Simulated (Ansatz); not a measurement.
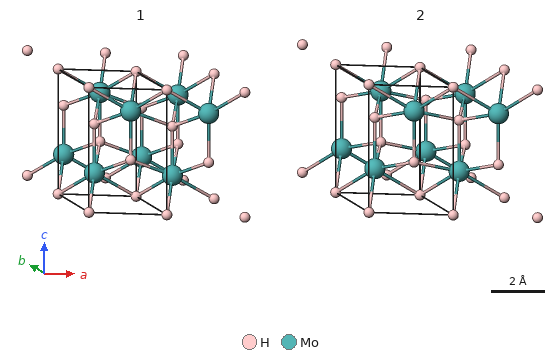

Two geometries of a crystal of Mo2H3 (built on the A-type sesquioxide_164 type) (coarse preliminary run), drawn at one scale. One is the start of a relaxation, the other its converged end. Style: ball-and-stick. Shown: the cell of the calculation, repeated 2 × 2 × 1 with one cell outlined, slightly off an axis.

All numbers below come from Ansatz, DFT PBE, scalar-relativistic, plane waves, PAW. (plane-wave cutoff 420 eV; k-point mesh 6 × 6 × 4; occupations gaussian; smearing width 0.1 eV; no spin polarisation; cell and atoms relaxed; force threshold 0.04 eV/Å; at most 70 steps)

Which geometry has the lower energy?

Answer. Structure 1 is the relaxed one. Case: A-type sesquioxide type (P-3m1, No. 164). The largest moves relative to the cell, 0.14 Å, are those of H atoms. By element the largest moves are H 0.14 Å, Mo 0.10 Å. Cell: a = b 3.258 → 3.013 Å (−7.5 %), c 5.069 → 4.955 Å (−2.3 %). Volume −16.4 %. Among the contacts that change: Mo–Mo 3.116 → 2.823 Å, Mo–Mo 3.258 → 3.013 Å, H–Mo 2.254 → 2.064 Å, H–Mo 2.028 → 1.944 Å. Bond angles that change, for instance: Mo–H–Mo 112.3° → 104.2°, Mo–H–Mo 106.5° → 114.4°. The space group stays P-3m1 (No. 164). The energy falls by 0.950 eV per cell of the calculation in 4 accepted moves (5 points after the start). Largest force component: 0.48 eV/Å at the start, 0.017 eV/Å at the end. Pressure: −28.27 GPa at the start and 0.11 GPa at the end. The SCF was repeated once at an unchanged geometry on a basis and grid sized afresh for the cell, which shifted the energy by 6.4 meV per cell of the calculation at most. The run took 7.7 s on 1 thread of Intel(R) Xeon(R) Platinum 8488C (Sapphire Rapids), on a shared host, peak memory 0.36 GiB.
